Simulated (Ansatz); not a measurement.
This input was run:

```yaml
crystal:
  lattice:
    - [0.0, 2.3656004428, 3.9098401324]
    - [2.1922454667, 0.0, 3.9098401324]
    - [2.1922454667, 2.3656004428, 0.0]
  atoms:
    - { symbol: I, position: [0.0, 0.0, 0.0] }
hamiltonian:
  xc: lda
  pseudopotentials: { kind: paw }
kpoints:
  mp_grid: { grid: [9, 9, 9] }
  band_path:
    path:
      - [[0.0, 0.0, 0.0], [0.5, 0.0, 0.5], [0.5, 0.1138942365, 0.6138942365], [0.0504161431, 0.5, 0.5504161431], [0.0, 0.5, 0.5], [0.0, 0.0, 0.0], [0.5, 0.5, 0.0], [0.9495838569, 0.5, 0.4495838569], [0.8622775204, 0.3622775204, 0.5], [0.5, 0.1138942365, 0.6138942365]]
      - [[0.5, 0.8861057635, 0.3861057635], [0.5, 0.5, 0.0]]
      - [[0.0, 0.5, 0.5], [0.1377224796, 0.6377224796, 0.5]]
      - [[0.8622775204, 0.3622775204, 0.5], [0.5, 0.0, 0.5]]
      - [[0.5, 0.5, 0.5], [0.0, 0.0, 0.0]]
    npoints: 14
scf:
  occupations: { method: fermi_dirac, width: 0.05 }
  n_extra_bands: 6
output:
  forces: true
  stress: true
  eigenvalues: true
  fatbands: true
```

System: I, space group Fmmm, 1 atom in the primitive cell.

Method: LDA, Ansatz PAW, no spin polarisation, no spin-orbit coupling, 9×9×9 k mesh, 420 eV cutoff, Fermi-Dirac smearing of 0.05 eV (Ansatz).

What will the band structure look like? The path is Γ–Y–C–D–X–Γ–Z–D1–H–C|C1–Z|X–H1|H–Y|L–Γ.

A metal: 2 bands cross the Fermi level along this path. Bands cross the Fermi level on Γ–Y, C–D, X–Γ, Z–D1, C1–Z and L–Γ, and not on Y–C, D–X, Γ–Z, D1–H, H–C, X–H1 and H–Y. At D1 the nearest levels lie 0.86 eV below and 4.03 eV above the Fermi level.

An odd number of electrons without spin polarisation forces a metal. Spin-orbit coupling is left out, which matters for I. The PAW data sets were made with another functional. In reduced coordinates of the cell that was run, Y is (0.5, 0, 0.5), C is (0.5, 0.114, 0.614), D is (0.05, 0.5, 0.55), X is (0, 0.5, 0.5), Z is (0.5, 0.5, 0), D1 is (0.95, 0.5, 0.45), H is (0.862, 0.362, 0.5), C1 is (0.5, 0.886, 0.386), H1 is (0.138, 0.638, 0.5) and L is (0.5, 0.5, 0.5).

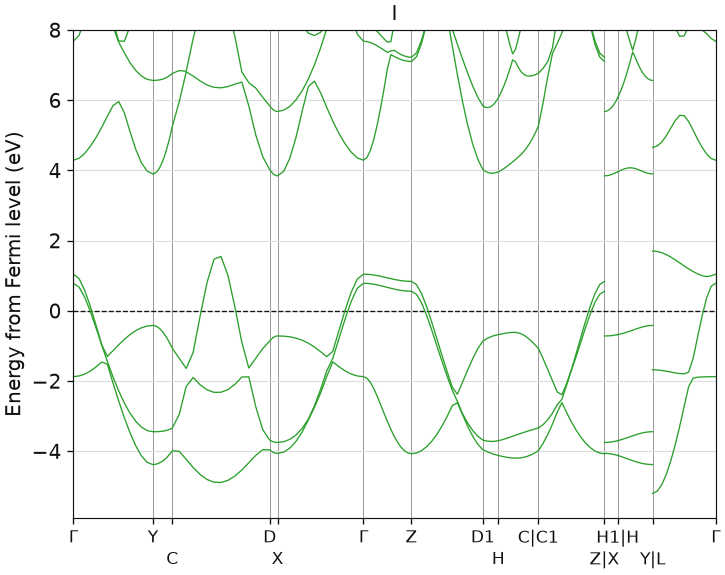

Band structure. Energies are counted from the Fermi level.
